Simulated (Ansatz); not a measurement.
## Run report: Ru, geometry relaxation

The run: geometry relaxation of Ru (6 atoms in the cell). Method and program: DFT r2SCAN, scalar-relativistic, plane waves, PAW, no spin polarisation (Ansatz 0.2.0).

The structure derives from a Materials Project entry. It belongs to a series of runs on one base structure; here: 6 of 6 Ti sites taken by Ru, cell and atoms relaxed. Figures and captions count atoms from 1; the log counts them from 0 in places.

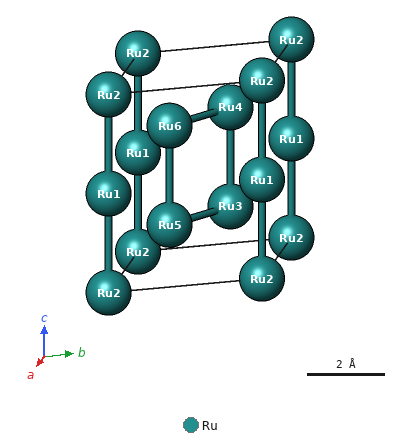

The structure as given in the input (ball-and-stick view of the cell of the calculation, seen slightly off an axis; atoms are numbered from 1 in the order of the input). An atom can appear more than once, as a periodic image.

**Results in brief**

- outcome: converged
- space group (tolerance 0.01 Å): P6/mmm (191)
- electrons treated: 96
- free energy: −35342.6396 eV
- Fermi energy: 23.073 eV
- gap on the k-point mesh: none (metallic)
- pressure: −0.03 GPa
- final volume: 82.95 Å³
- largest force (length of the vector) at the end: under 0.001 eV/Å
- final cell: a = 4.238 Å, b = 4.238 Å, c = 5.333 Å, α = 90.00°, β = 90.00°, γ = 120.00°
- hardware: 1 thread of Intel Xeon @ 2.50GHz (Skylake/Cascade Lake), 192 GiB of memory available, shared host
- wall time: 2.5 min
- peak memory: 0.83 GiB

**Input file**
```yaml
crystal:
  lattice:
    - [2.1188628116, -3.669978044, 0.0]
    - [-4.2377256232, 0.0, 0.0]
    - [0.0, 0.0, -5.3332901856]
  atoms:
    - { symbol: Ru, position: [1.0, 0.0, 0.5] }
    - { symbol: Ru, position: [1.0, 0.0, 0.0] }
    - { symbol: Ru, position: [0.3333333333, 0.6666666667, 0.25] }
    - { symbol: Ru, position: [0.3333333333, 0.6666666667, 0.75] }
    - { symbol: Ru, position: [0.6666666667, 0.3333333333, 0.25] }
    - { symbol: Ru, position: [0.6666666667, 0.3333333333, 0.75] }
basis:
  ecutwfc: 500
kpoints:
  mp_grid: { grid: [12, 12, 8] }
hamiltonian:
  xc: r2scan
scf:
  occupations: { method: gaussian, width: 0.1 }
output:
  forces: true
  stress: true
  eigenvalues: true
relax:
  adjacent_minimum: "off"
  f_tol: 0.015
  max_steps: 60
  cell: { stress_tol: 0.15 }
```

Launched with:
```bash
ansatz run input.yaml --threads 1 --pin off --max-ram 2560MiB --backend cpu --events-out ev --progress --plain --runs-dir out
```

**The program's output**
```
Engine: ansatz 0.2.0, x86_64-unknown-linux-gnu
Pseudopotentials: kind: paw
Pseudopotential: Ru, paw, valence charge 16, recommended cutoff 500 eV (meta_gga), Ru.paw.azcp
Functional definition: r2SCAN
  parameter k0 = 0.174
  parameter k1 = 0.065
  parameter a1 = 4.9479
  exchange = r2scan_x(k0 = k0, k1 = k1, a1 = a1)
  correlation = r2scan_c
Crystal: 6 atoms, lattice volume = 82.945 Å³
Basis set: ecut = 500 eV, 2125 PW (Γ), exchange–correlation on 128×128×160 points (64 copies of the dense FFT grid, shifted against one another)
Bands: 58, of which v1, the nominal top of the filled ones, is band 48 counted from 1 (47 counted from 0)
Symmetry: 48 space group operations
Space group: P6/mmm (ITA 191), of the structure as read, at distance tolerance 4.4e-5 Å
k-points: 95 of 1152
Non-local potential: Ru, projectors of the file, l = 0: 3, l = 1: 2, l = 2: 2, l = 3: 1
PAW form: soft (Blöchl's): semilocal exchange-correlation on the pseudo side does not see the compensation charge
PAW frozen core: Ru, regenerated for the run's functional (the file was generated under x = pbe(κ = 0.804, μ = 0.2195149727645171), c = pbe(β = 0.06672455060314922))
PAW one-centre angular grid: Ru, 590 points (default); XC on 160 Gauss nodes
Initial density: superposition of atomic densities (neutral atoms: chi_scale 0, normalization atom), corrected by the library's trained network
Initial wavefunctions: pseudopotential atomic-orbital guess
Functional: x = r2scan, c = r2scan; τ floored in thin density (d = 2e-4 eV/Å³)
SCF iter   1: F=—  HF=-35342.577619 eV  |F-HF|=—  |Δ(HF+E_count)|=         —  Δρ=1.33e-2  dr2=5.69e-2  dr2_τ=4.90e-2  ethr=1.77e-3  ⟨swp⟩=5.2  Hψ=17604  notcnv=0
preconditioner: auto → Kerker (q_TF=auto, 2.796 Å⁻¹)  [metal: Δε(μ)=0.008 eV  Ē_g=5.175 eV  σ=0.100 eV  W_gap=0.05  n_scr=22 (ndim 8)  ℏωp=28.2 eV  f_vac=0.000  D(μ)=7.09/eV (n_scr^D=96)]
SCF iter   2: F=—  HF=-35342.631683 eV  |F-HF|=—  |Δ(HF+E_count)|=   5.41e-2  Δρ=7.50e-3  dr2=1.93e-2  dr2_τ=1.88e-3  ethr=5.93e-5  ⟨swp⟩=2.0  Hψ=10460  notcnv=0  defer=79
SCF iter   3: F=—  HF=-35342.637807 eV  |F-HF|=—  |Δ(HF+E_count)|=   6.12e-3  Δρ=4.07e-3  dr2=1.69e-2  dr2_τ=1.79e-3  ethr=2.01e-5  ⟨swp⟩=2.0  Hψ=7568  notcnv=0  defer=79
SCF iter   4: F=—  HF=-35342.639115 eV  |F-HF|=—  |Δ(HF+E_count)|=   1.31e-3  Δρ=1.02e-3  dr2=3.41e-4  dr2_τ=4.61e-5  ethr=1.76e-5  ⟨swp⟩=1.7  Hψ=5763  notcnv=0  defer=79
SCF iter   5: F=—  HF=-35342.639589 eV  |F-HF|=—  |Δ(HF+E_count)|=   4.75e-4  Δρ=1.82e-4  dr2=1.47e-5  dr2_τ=1.74e-6  ethr=3.56e-7  ⟨swp⟩=2.0  Hψ=9768  notcnv=0  defer=79
SCF iter   6: F=—  HF=-35342.639601 eV  |F-HF|=—  |Δ(HF+E_count)|=   1.13e-5  Δρ=4.38e-5  dr2=1.18e-6  dr2_τ=9.94e-8  ethr=1.53e-8  ⟨swp⟩=2.7  Hψ=10445  notcnv=0  defer=79
SCF iter   7: F=—  HF=-35342.639601 eV  |F-HF|=—  |Δ(HF+E_count)|=   3.03e-7  Δρ=1.27e-5  dr2=1.40e-7  dr2_τ=1.51e-8  ethr=1.23e-9  ⟨swp⟩=2.2  Hψ=9148  notcnv=0  defer=79
SCF iter   8: F=-35342.639601 eV  HF=-35342.639601 eV  |F-HF|=2.98e-9  |Δ(HF+E_count)|=   4.89e-8  Δρ=3.52e-6  dr2=8.95e-9  dr2_τ=3.54e-10  ethr=1.04e-10  ⟨swp⟩=8.3  Hψ=18939  notcnv=0
SCF 1 converged in 8 iterations: F = -35342.639601 eV  dr2 = 8.95e-9
  greatest PAW one-centre occupation: 0.996 electrons in one spin orbital (limit 2), on the Ru atom at site 5 (counted from 0), in its partial waves of l = 1
relax step   1: F+E_penalty+E_count = -35342.63960116 eV  Δ(F+E_penalty+E_count) = +0.000e0 eV  max|allowed force component| = 9.445e-17 eV/Å  Δτ_max = 0.0000 Å  P = -0.030 GPa  Ω = 82.945 Å³  (8 SCF iters, dr2 threshold 1.00e-7 eV, accepted)
Initial density: handed on by an earlier stage of this run
Initial wavefunctions: pseudopotential atomic-orbital guess (no wavefunctions were taken with the density)
iter 1 solved again at ethr=7.48e-8 eV; its pass at ethr=3.10e-3 eV (dr2=7.18e-5 eV) is discarded
SCF iter   1: F=—  HF=-35342.639601 eV  |F-HF|=—  |Δ(HF+E_count)|=         —  Δρ=3.62e-6  dr2=1.02e-8  dr2_τ=4.78e-10  ethr=7.48e-8  ⟨swp⟩=3.2  Hψ=32733  notcnv=0
eigensolver tolerance schedule: the retry pair's looser diagonalisation over-reported the residual by 7014.76 of it (diagonalisation noise at 0.20 of the residual, at the tolerance the schedule requests for it); recorded, not acted on — ethr = c·dr2/N_el stays at c = 1.0e-1
preconditioner: auto → Kerker (q_TF=auto, 2.796 Å⁻¹)  [metal: Δε(μ)=0.002 eV  Ē_g=5.159 eV  σ=0.100 eV  W_gap=0.01  n_scr=22 (ndim 8)  ℏωp=28.2 eV  f_vac=0.000  D(μ)=7.32/eV (n_scr^D=96)]
SCF iter   2: F=—  HF=-35342.639601 eV  |F-HF|=—  |Δ(HF+E_count)|=   3.33e-7  Δρ=2.52e-6  dr2=4.01e-9  dr2_τ=2.51e-10  ethr=1.07e-11  ⟨swp⟩=3.0  Hψ=12027  notcnv=0
SCF iter   3: F=—  HF=-35342.639601 eV  |F-HF|=—  |Δ(HF+E_count)|=   3.08e-9  Δρ=1.76e-6  dr2=4.78e-9  dr2_τ=5.18e-10  ethr=4.17e-12  ⟨swp⟩=2.0  Hψ=7816  notcnv=0
SCF iter   4: F=—  HF=-35342.639601 eV  |F-HF|=—  |Δ(HF+E_count)|=  2.18e-11  Δρ=1.03e-6  dr2=1.22e-9  dr2_τ=1.87e-10  ethr=4.17e-12  ⟨swp⟩=1.8  Hψ=5911  notcnv=0
SCF iter   5: F=-35342.639601 eV  HF=-35342.639601 eV  |F-HF|=7.28e-11  |Δ(HF+E_count)|=  8.73e-11  Δρ=5.01e-7  dr2=1.69e-10  dr2_τ=1.67e-11  ethr=1.00e-12  ⟨swp⟩=3.2  Hψ=17004  notcnv=0
SCF 2 converged in 5 iterations: F = -35342.639601 eV  dr2 = 1.69e-10
relax step   2: F+E_penalty+E_count = -35342.63960117 eV  Δ(F+E_penalty+E_count) = -2.532e-9 eV  max|allowed force component| = 8.789e-17 eV/Å  Δτ_max = 0.0000 Å  P = -0.030 GPa  Ω = 82.945 Å³  stress off target by 3.87e-2 GPa  SCF on the basis re-selected at this cell (its energy is not comparable with the rows above)  (5 SCF iters)
```

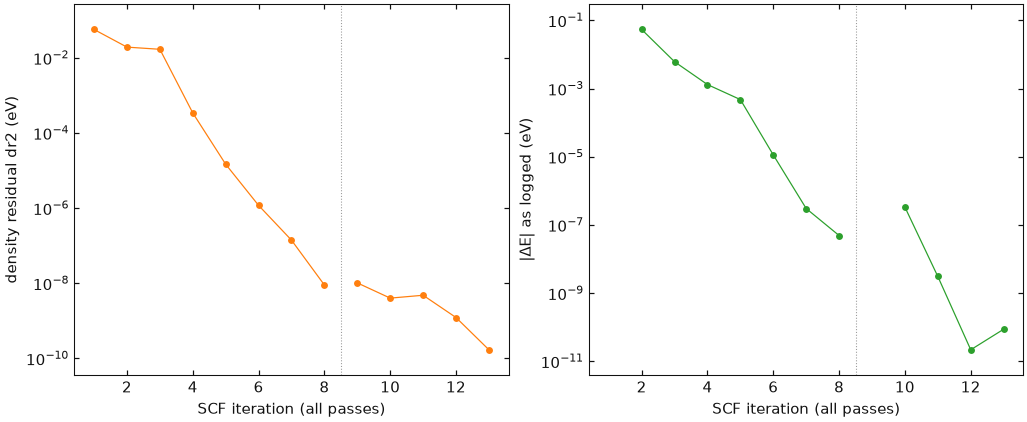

Convergence of the self-consistent field: density residual dr2 and size of the energy change against the SCF iteration. The dotted lines part the SCF passes of the relaxation: geometry steps, rejected trials and re-solves on a re-selected basis. The passes take 8 and 5 iterations.

```
basis re-selected at this cell: Δ(F+E_penalty+E_count) = -2.532e-9 eV, ΔP = +0.000 GPa vs the last step (what re-selecting the basis moved, of the pressure what is left beyond the Pulay correction that the steps carried, after the strain that the cell walked since its last selection, with what the two solves' SCF thresholds leave and, on support functions, any second-order correction that the steps lacked; it is no measure of the basis error at this ecutwfc). This SCF's stress stands 3.87e-2 GPa from its target on what of the cell is left free (relax.cell.stress_tol is 1.50e-1 GPa) and its largest allowed force component is 8.79e-17 eV/Å (relax.f_tol is 1.50e-2 eV/Å): within both
SCF converged after 5 iterations
Free energy (F): -35342.639601 eV
Harris-Foulkes:  -35342.639601 eV  (|F-HF|=7.28e-11)
Internal energy: -35342.602986 eV  (E = F + TS)
E sigma→0 (E₀):  -35342.621293 eV
Entropy (-TS):   -0.036615 eV (-6.103 meV/atom)
Fermi energy:    23.073423 eV
--- Per-component energies (eV) ---
  E_band       = -456.227896
  E_kinetic    = 3085.447552
  E_local      = -7709.989893  (includes V_loc(G=0)·N_el)
  E_nonlocal   = 2060.021952
  E_hartree    = 2483.684516
  E_xc         = -1104.371285
  E_vxc        = -1599.786399  (∫ρ·V_xc dr)
  E_paw        = -20874.402797  (= ΣΔE_a)
  E_vpaw       = -1371.872718  (= ΣTr[D̂ρ^β])
  E_aug_tail   = 0.000534  (compensation charges beyond the density's cutoff)
  E_vtau       = 112.580965  (kinetic-family band-sum trace: ∫τ·v_τ [+ j·A + Jᵃ·Aᵃ] dr)
  E_ewald      = -13281.127830
  E_core_change = -1.865734  (= ΣΔE_core)
  E_smearing   = -0.036615  (= −TS)
  E_closure    = 0.000000  (closes the sum)
  Σ components = -35342.639601   (vs F -35342.639601, Δ=0.00e0)
--- Forces (eV/Å), atoms counted from 1 ---
  atom   1  Ru    -0.00000000     0.00000000     0.00000000
  atom   2  Ru    -0.00000000     0.00000000     0.00000000
  atom   3  Ru     0.00000000    -0.00000000    -0.00000000
  atom   4  Ru     0.00000000    -0.00000000    -0.00000000
  atom   5  Ru     0.00000000     0.00000000     0.00000000
  atom   6  Ru     0.00000000     0.00000000     0.00000000
  max |Σ_I F_I| component: 6.48e-17 eV/Å
--- Stress (GPa, compression-positive) ---
       -0.038652       0.000000       0.000000
        0.000000      -0.038652       0.000000
        0.000000       0.000000      -0.011643
  P = ⅓ Tr σ = -0.0296 GPa (-0.296 kbar)
--- Band table (eV; the first three rows and the last of 95) ---
  k-point 0: bands = ["-52.4293", "-52.3321", "-52.1335", "-52.1205", "-52.0921", "-52.0550", "-21.9933", "-21.9933", "-21.9143", "-21.9143", "-21.8308", "-21.6367", "-21.5618", "-21.5492", "-21.5492", "-21.3061", "-21.3061", "-21.2519", "-21.0274", "-21.0274", "-20.9759", "-20.9365", "-20.9037", "-20.9037", "14.6905", "16.7198", "16.7198", "16.7259", "17.4228", "17.4228", "18.1100", "19.4440", "19.4440", "19.5080", "19.5080", "19.5753", "19.7052", "20.1355", "20.7681", "20.7681", "20.8245", "20.8245", "21.0240", "21.0240", "21.5648", "21.5648", "21.6637", "21.6637", "23.7803", "23.7803", "24.4748", "24.4748", "24.8202", "24.8202", "25.5617", "26.6879", "27.3649", "32.8941"]
  k-point 1: bands = ["-52.4257", "-52.3360", "-52.1319", "-52.1180", "-52.0936", "-52.0575", "-21.9904", "-21.9904", "-21.9173", "-21.9173", "-21.8100", "-21.6103", "-21.5420", "-21.5420", "-21.5402", "-21.3197", "-21.3197", "-21.2751", "-21.0184", "-21.0184", "-20.9988", "-20.9636", "-20.9064", "-20.9064", "14.8050", "16.7961", "16.7961", "16.8428", "17.4854", "17.4854", "17.9422", "19.2954", "19.2954", "19.3970", "19.3970", "19.6235", "19.7394", "20.2507", "20.7084", "20.7084", "20.7552", "20.7552", "21.0701", "21.0701", "21.6850", "21.6850", "21.7963", "21.7963", "23.7275", "23.7275", "24.4601", "24.4601", "24.7621", "24.7621", "25.2005", "25.5674", "28.5024", "32.9870"]
  k-point 2: bands = ["-52.4155", "-52.3468", "-52.1271", "-52.1110", "-52.0978", "-52.0646", "-21.9818", "-21.9818", "-21.9259", "-21.9259", "-21.7502", "-21.5351", "-21.5209", "-21.5209", "-21.4782", "-21.3544", "-21.3544", "-21.3404", "-21.0638", "-21.0406", "-20.9967", "-20.9967", "-20.9146", "-20.9146", "15.1344", "17.0205", "17.0205", "17.1778", "17.5011", "17.6681", "17.6681", "18.8951", "18.8951", "19.1071", "19.1071", "19.3503", "20.2220", "20.5982", "20.6007", "20.6007", "20.7194", "20.7194", "21.1981", "21.1981", "21.7110", "21.7110", "22.2154", "22.2154", "23.5738", "23.5738", "24.2402", "24.2904", "24.4248", "24.4248", "24.6233", "24.6233", "29.9009", "33.2392"]
  k-point 94: bands = ["-52.2289", "-52.2289", "-52.2289", "-52.2289", "-52.1266", "-52.1266", "-22.1168", "-22.1168", "-21.6589", "-21.6589", "-21.6589", "-21.6589", "-21.4217", "-21.4217", "-21.4217", "-21.4217", "-21.2762", "-21.2762", "-21.1583", "-21.1583", "-21.1583", "-21.1583", "-20.9297", "-20.9297", "17.0486", "17.0486", "17.9554", "17.9554", "18.2361", "18.2361", "18.2361", "18.2361", "19.3454", "19.3454", "19.3454", "19.3454", "19.7821", "19.7821", "19.7821", "19.7821", "20.6835", "20.6835", "20.6835", "20.6835", "21.2019", "21.2019", "23.0748", "23.0748", "23.5805", "23.5805", "23.5805", "23.5805", "24.5203", "24.5203", "24.8727", "24.8727", "26.4918", "26.4918"]
--- Relaxed structure (1 steps of the walk, 1 accepted, 1 SCFs on fresh bases) ---
  F+E_penalty+E_count = -35342.63960117 eV   max|allowed force component| = 8.789e-17 eV/Å   (the final SCF, on the basis selected at the relaxed cell)
  cell:  # Å, volume = 82.9452 Å³
    - [2.118862811611708, -3.669978043979721, 0.0]
    - [-4.237725623223416, 0.0, 0.0]
    - [0.0, 0.0, -5.3332901856]
  atoms:
    - { symbol: Ru, position: [0.9999999999999999, -5.551115123125783e-17, 0.5] }
    - { symbol: Ru, position: [0.9999999999999999, -5.551115123125783e-17, 0.0] }
    - { symbol: Ru, position: [0.33333333333333326, 0.6666666666666666, 0.25] }
    - { symbol: Ru, position: [0.33333333333333326, 0.6666666666666666, 0.75] }
    - { symbol: Ru, position: [0.6666666666666665, 0.33333333333333326, 0.25] }
    - { symbol: Ru, position: [0.6666666666666665, 0.33333333333333326, 0.75] }
```

**Trajectory as extended XYZ (Å, eV, eV/Å), 2 frames, from step=1 to step=2**
```
6
Lattice="2.1189 -3.6700 0.0000 -4.2377 0.0000 0.0000 0.0000 0.0000 -5.3333" Properties=species:S:1:pos:R:3:forces:R:3 step=1 energy=-35342.63960 pressure_GPa=-0.03
Ru    2.1189   -3.6700   -2.6666    0.0000   0.0000   0.0000
Ru    2.1189   -3.6700    0.0000    0.0000   0.0000   0.0000
Ru   -2.1189   -1.2233   -1.3333    0.0000   0.0000   0.0000
Ru   -2.1189   -1.2233   -4.0000    0.0000   0.0000   0.0000
Ru    0.0000   -2.4467   -1.3333    0.0000   0.0000   0.0000
Ru    0.0000   -2.4467   -4.0000    0.0000   0.0000   0.0000
6
Lattice="2.1189 -3.6700 0.0000 -4.2377 0.0000 0.0000 0.0000 0.0000 -5.3333" Properties=species:S:1:pos:R:3:forces:R:3 step=2 energy=-35342.63960 pressure_GPa=-0.03
Ru    2.1189   -3.6700   -2.6666    0.0000   0.0000   0.0000
Ru    2.1189   -3.6700    0.0000    0.0000   0.0000   0.0000
Ru   -2.1189   -1.2233   -1.3333    0.0000   0.0000   0.0000
Ru   -2.1189   -1.2233   -4.0000    0.0000   0.0000   0.0000
Ru    0.0000   -2.4467   -1.3333    0.0000   0.0000   0.0000
Ru    0.0000   -2.4467   -4.0000    0.0000   0.0000   0.0000
```
